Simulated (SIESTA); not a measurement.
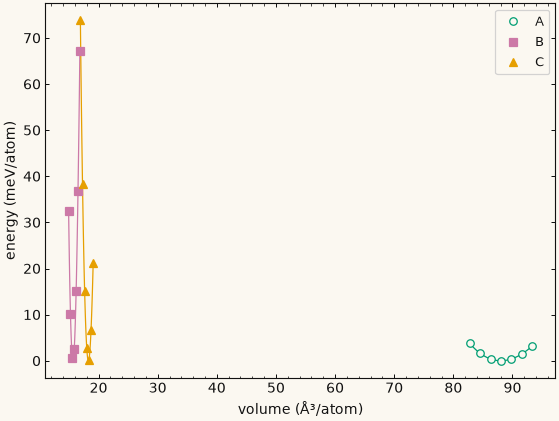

The figure shows the energy against volume, with one curve for each element, for Mo, Rb and Ta (all in space group Im-3m (No. 229)). The labels are replaced by letters.

Computed with SIESTA 5.4.2: DFT in numerical atomic orbitals with pseudopotentials, no spin polarisation; energies at scaled volumes of the given cell, shape and fractions fixed, counted from the fit's minimum, third-order Birch-Murnaghan fit. Level: PBE.

occupations Fermi–Dirac; smearing width 0.05 eV.

> Which letter stands for which compound?

A: Rb; B: Mo; C: Ta.

Note: mulliken charges of long orbitals (Rb, Ta); short basis over semicore shells (Ta).
